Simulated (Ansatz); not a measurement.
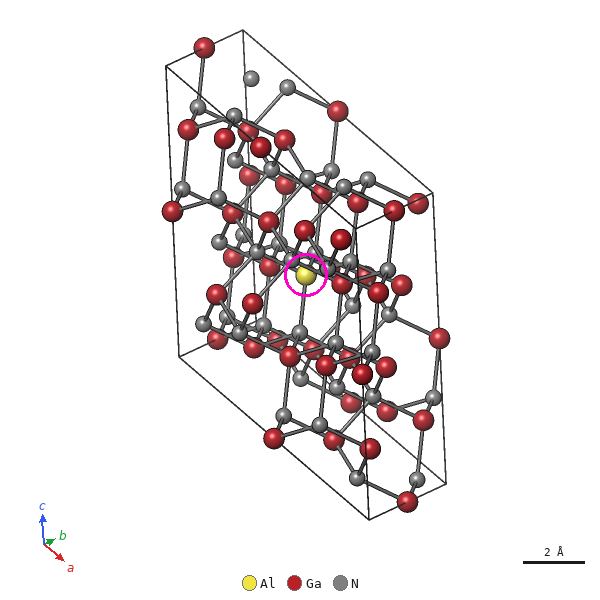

Crystal structure, ball-and-stick style, seen slightly off an axis. The box is the supercell; atoms on or close to its faces, edges and corners are drawn wherever they repeat. The host is GaN, in a cell of 64 sites, and the cell is neutral. A ring marks the defect's site.

Question: How does this supercell depart from the perfect host?

Answer: Aluminium on a gallium site (a substitutional impurity). It is bonded to four N in a tetrahedral arrangement at about 1.9 Å.

The atoms were relaxed in the host's cell with DFT PBE, scalar-relativistic, plane waves, PAW in Ansatz.
